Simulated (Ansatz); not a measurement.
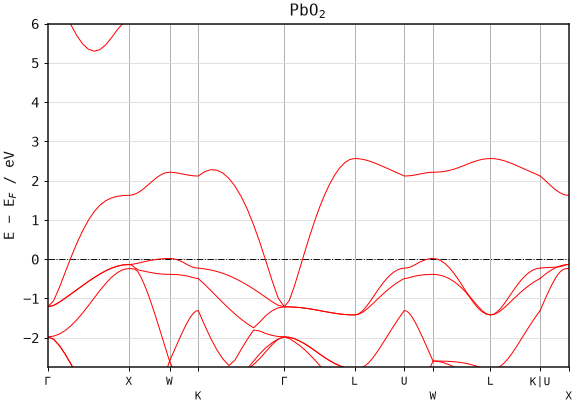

Band structure. Energies are counted from the Fermi level.

> What lattice type does the k path imply?

A face-centred cubic lattice: the path Γ–X–W–K–Γ–L–U–W–L–K|U–X runs through the special points of its Brillouin zone.

System: fluorite-type PbO2, space group Fm-3m, 3 atoms in the primitive cell.

```
Pb O
1.0
     0.00000    2.70199    2.70199
     2.70199    0.00000    2.70199
     2.70199    2.70199    0.00000
Pb O
1 2
Cartesian
  0.0000 0.0000 0.0000
  4.0530 4.0530 4.0530
  1.3510 1.3510 1.3510
```

Ansatz; PBEsol, Ansatz PAW, no spin polarisation, no spin-orbit coupling, 9×9×9 k mesh, 420 eV cutoff, Fermi-Dirac smearing of 0.05 eV.

> Does this material conduct, going by its bands?

A metal: bands cross the Fermi level along this path.

Spin-orbit coupling is left out, which matters for Pb. The PAW data sets were made with another functional. The cell is at −6 GPa in this functional. The cell comes from a database of computed structures, and whether it is the stable form of this composition wasn't checked.
